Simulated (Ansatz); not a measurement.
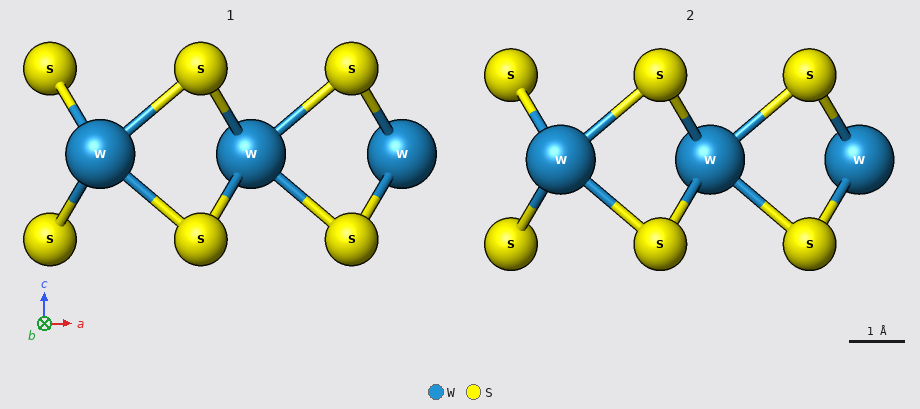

Two geometries of crystalline WS2 (set up in P-3m1), drawn at one scale. One is the start of a relaxation, the other its converged end. Style: ball-and-stick. Shown: the atoms within 5.0 Å of the atom that moves most (axes of the 2 × 2 repeat of the cell, outlined in the plane, without the vacuum), along the b axis.

Theory: Ansatz, DFT r2SCAN, scalar-relativistic, plane waves, PAW. Settings: plane-wave cutoff 500 eV; k-point mesh 12 × 12 × 1; occupations gaussian; smearing width 0.02 eV; no spin polarisation; cell relaxed at fixed volume; force threshold 0.01 eV/Å; at most 30 steps.

**Which geometry has the lower energy?**

Structure 1 is the relaxed one. Case: volume × 0.97, shape and atoms relaxed. The largest moves relative to the cell and the layer's centre, 0.12 Å, are those of S atoms. By element the largest moves are S 0.12 Å, W 0.10 Å. In the plane the drawn cell goes a 6.299 → 6.362 Å (+1.0 %), b 6.299 → 6.362 Å (+1.0 %). Among the contacts that change: W–W 3.150 → 3.181 Å, S–W 2.385 → 2.409 Å. The space group stays P-3m1 (No. 164). Over 5 accepted moves (6 points after the start) the energy falls by 8.8 meV per atom. The largest force component goes from 0.58 to 0.0085 eV/Å. The SCF was repeated once at an unchanged geometry on a basis and grid sized afresh for the cell, which shifted the energy by less than 0.05 meV per atom at most.

Limits of the set-up: layers or molecules are held without a dispersion correction, so their spacing is unreliable.
